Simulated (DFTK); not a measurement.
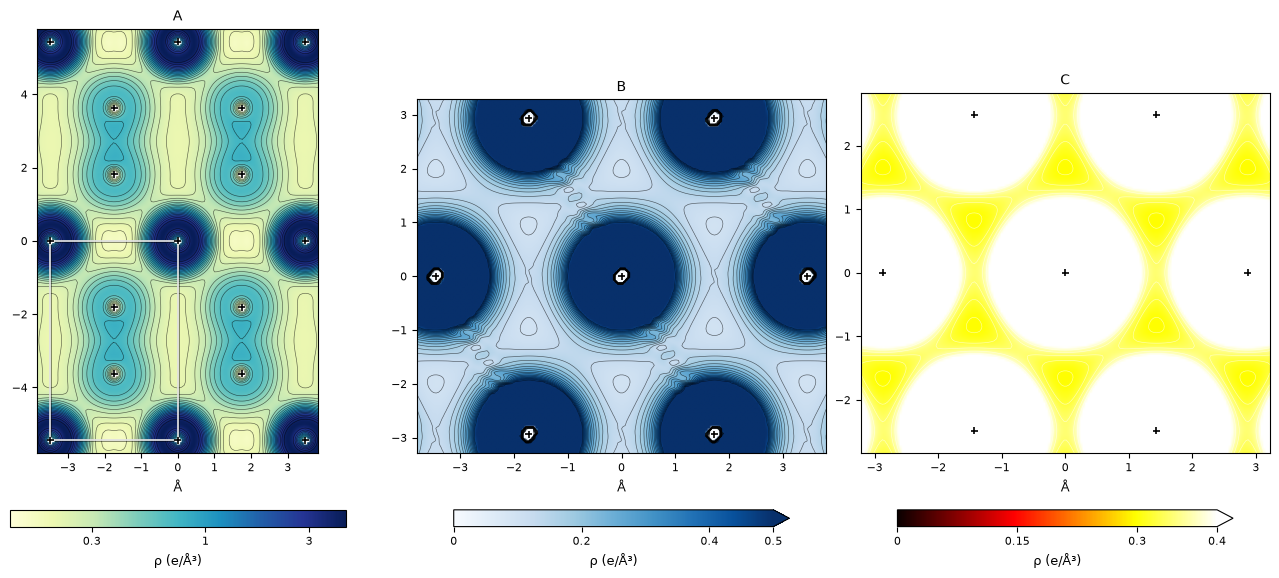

The valence charge density (pseudo) of 3 systems, each on a plane through atoms (crosses mark nuclei in the plane).

Theory: DFTK 0.8.2, Kohn-Sham DFT of a periodic cell, PBE, dojo.nc.sr.PBE.v0_4_1.standard.upf.

System 1: HfB2, the (110) plane of the conventional cell. Space group P6/mmm.

System 2: Sn, the (011̄) plane of the conventional cell. Space group Immm; a structure from a database of computed crystals, not necessarily the ambient phase.

System 3: W, the (111) plane of the conventional cell. Space group Fm-3m; computed pressure about −5 GPa in this cell.

Question: Match each panel to its system.

Answer: Panel A is system 1, HfB2: the plane holds Hf and B. B–B (1.81 Å): ρ at the midpoint is about 0.74 e/Å³. Panel B is system 2, Sn: the plane holds Sn. Sn–Sn (3.41 Å): the density is about 0.17 e/Å³ at the midpoint, with its minimum of 0.11 e/Å³ about 1.9 Å from Sn. Panel C is system 3, W: the plane holds W. W–W (2.87 Å): the density is about 0.34 e/Å³ at the midpoint.
